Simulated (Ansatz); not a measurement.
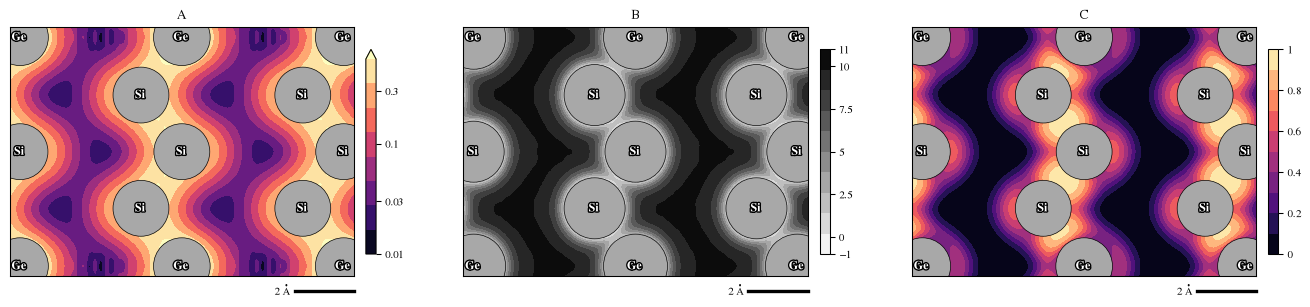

Si7Ge: 3 fields on the (101) plane of the conventional cell, with unlabelled colour scales. Grey discs cover the atomic cores.

Space group P-43m; a structure from a database of computed crystals, not necessarily the ambient phase.

Method: Ansatz, DFT r2SCAN, scalar-relativistic, plane waves, PAW.

```
Si Ge
1.0
     5.46540    0.00000    0.00000
     0.00000    5.46540    0.00000
     0.00000    0.00000    5.46540
Si Ge
7 1
Direct
  0.25262 0.25262 0.25262
  0.00000 0.50000 0.50000
  0.50000 0.50000 0.00000
  0.50000 0.00000 0.50000
  0.74738 0.25262 0.74738
  0.74738 0.74738 0.25262
  0.25262 0.74738 0.74738
  0.00000 0.00000 0.00000
```

The panels show electron localisation function, electrostatic potential energy of an electron and valence pseudo-density in some order. Assign them.

Panel A: valence pseudo-density. Panel B: electrostatic potential energy of an electron (low next to the atoms, rising into the space between them). Panel C: electron localisation function. From the grid: Si–Si (2.36 Å): ρ at the midpoint is about 0.58 e/Å³; the ELF peaks at about 0.95 between the atoms; localised, covalent bonding. Si–Ge (2.39 Å): ρ is about 0.56 e/Å³ halfway; the ELF peaks at about 0.95 between the atoms (a shared electron pair).
